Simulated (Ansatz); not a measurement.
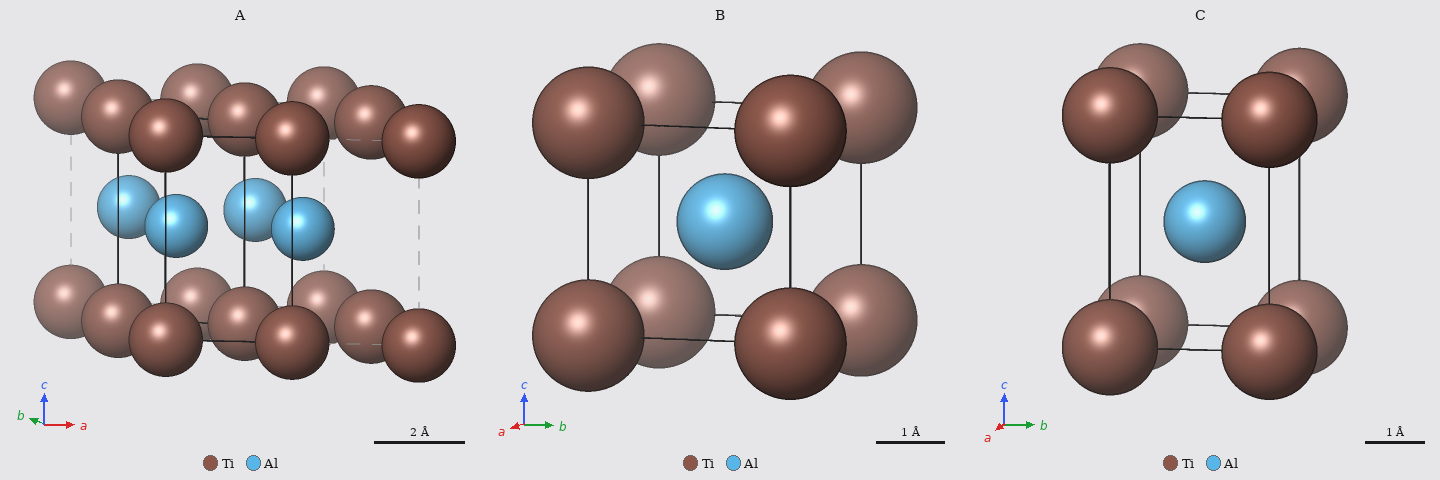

Three structures of TiAl, each relaxed (cell and atoms) at zero pressure; conventional cells in solid outline, small ones repeated, each panel with its own scale. Alike in all runs: Ansatz 0.2.0; functional PBEsol; potentials all-electron LAPW, scalar-relativistic; basis error allowed 0.001 eV/atom; occupations fermi-dirac, width 0.05 eV; no spin polarisation; no spin-orbit coupling. The k meshes have like spacings.

Name the structure in each panel.

A: 2 atoms a cell on a primitive hexagonal lattice, P-6m2; B: caesium chloride (CsCl, B2) type, Pm-3m; C: CuAu (L1₀) type, P4/mmm.

Rank them by energy, lowest first.

C, then B (+142 meV/atom) and A (+159 meV/atom), static energies at zero smearing.

Collect the results in a table.

| panel | space group | E − E(lowest) (meV/atom) | volume (Å³/atom) |
| --- | --- | --- | --- |
| C | P4/mmm | 0 | 15.8 |
| B | Pm-3m | 142 | 15.7 |
| A | P-6m2 | 159 | 16.2 |

The starts are database entries or structure types tried for this composition, and the most stable form need not be among them.
